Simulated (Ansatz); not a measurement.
```xyz
2
Lattice="2.9418 0.0000 0.0000 0.0000 2.9418 0.0000 0.0000 0.0000 2.9418" Properties=species:S:1:pos:R:3 pbc="T T T"
Co    1.4709    1.4709    1.4709
Ti    0.0000    0.0000    0.0000
```

Space group Pm-3m; a structure from a database of computed crystals, not necessarily the ambient phase; spin-polarised.

Theory: Ansatz, Kohn-Sham DFT of a periodic cell, PBE with D3(BJ), Ansatz PAW.

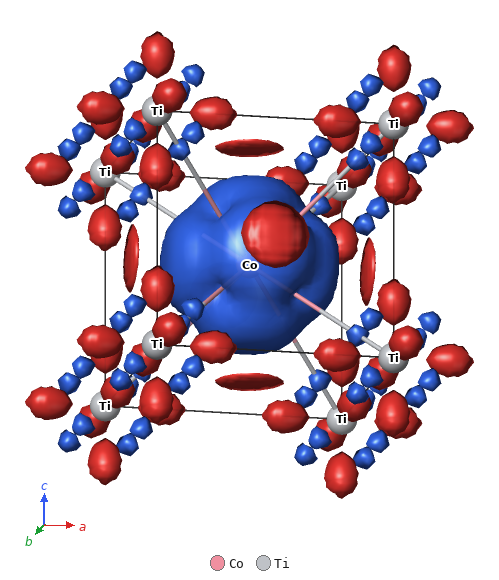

TiCo. Isosurfaces of the spin density (up minus down) at +0.01 (blue) and −0.01 e/Å³ (red), seen at an oblique angle. Sticks mark near contacts.

In a PAW calculation such maps are meaningful between the atoms, not at the nuclei.

**Where is the spin, and how is it ordered?**

The spin density sits on Co: +0.8 μB in one cell of 2 atoms: parallel main moments, as they must be, since the calculation's own cell holds one magnetic site. The cell of the calculation (2 atoms) carries 0.7 μB of net spin moment.
